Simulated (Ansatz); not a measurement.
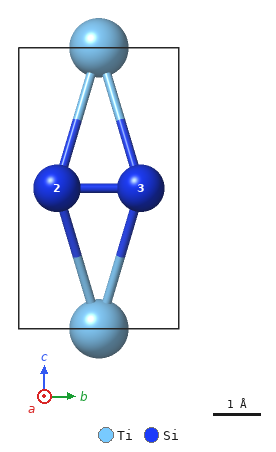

Starting structure of solid TiSi₂ (a generated structure, set up in Pmmm) (coarse preliminary run). A ball-and-stick model of the cell of the calculation, seen along the a axis.

These are results of DFT PBE, scalar-relativistic, plane waves, PAW (Ansatz), not measurements.

Input
```yaml
crystal:
  lattice:
    - [2.07933043, 0.0, 0.0]
    - [0.0, 3.43185181, 0.0]
    - [0.0, 0.0, 6.0258515]
  atoms:
    - { symbol: Ti, position: [0.5, 0.5, 0.0] }
    - { symbol: Si, position: [0.0, 0.23831755, 0.5] }
    - { symbol: Si, position: [0.0, 0.76168245, 0.5] }
basis:
  ecutwfc: 420
kpoints:
  mp_grid: { grid: [8, 6, 4] }
hamiltonian:
  xc: pbe
scf:
  occupations: { method: gaussian, width: 0.1 }
  lower_state_search: "off"
output:
  forces: true
  stress: true
  eigenvalues: true
relax:
  adjacent_minimum: "off"
  f_tol: 0.04
  max_steps: 70
  cell: { stress_tol: 0.4 }
```

Launched with:
```bash
ansatz run input.yaml --threads 1 --pin off --max-ram 2560MiB --backend cpu --events-out ev --progress --plain --runs-dir out
```

**What does the optimiser find from here?**

Over 17 accepted moves (20 points after the start) the energy falls by 14.614 eV per cell of the calculation. The largest force component goes from 13 to 0.002 eV/Å. The pressure goes from 114.71 to −0.01 GPa. At 3 points the geometry stayed and the basis and grid were re-selected for the new cell (energy shift of 0.434 eV per cell of the calculation at most each time). The largest moves relative to the cell, 0.005 Å, are those of Si2 and Si3. Si3 goes along +b. Ti stays in place. The volume changes by +19.5 %, with a 2.079 → 2.669 Å (+28.4 %), b 3.432 → 5.108 Å (+48.8 %), c 6.026 → 3.769 Å (−37.5 %). Among the contacts that change: Si2–Si3 2.748 → 3.785 Å, Si2–Si3 (another image) 2.646 → 3.605 Å, Si2–Si3 (another image) 1.796 → 2.684 Å, Si2–Si3 (another image) 1.636 → 2.424 Å. The space group stays Pmmm (No. 47). Cost: 57 s on 1 thread of Arm Neoverse V1, with other jobs on the host, peak memory 0.34 GiB.

The structure at the end:

```
Ti Si
1.0
     2.66931    0.00000    0.00000
     0.00000    5.10771    0.00000
     0.00000    0.00000    3.76880
Ti Si
1 2
Direct
  0.50000 0.50000 0.00000
  0.00000 0.23726 0.50000
  0.00000 0.76274 0.50000
```

After the run, drawn alike:

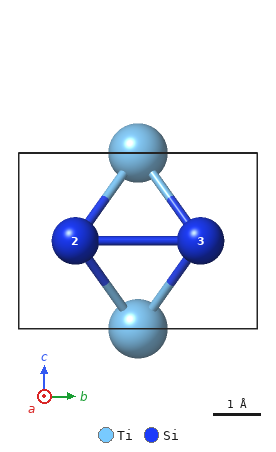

Limits of the set-up: the k-point mesh is coarse for a cell with partly filled bands.
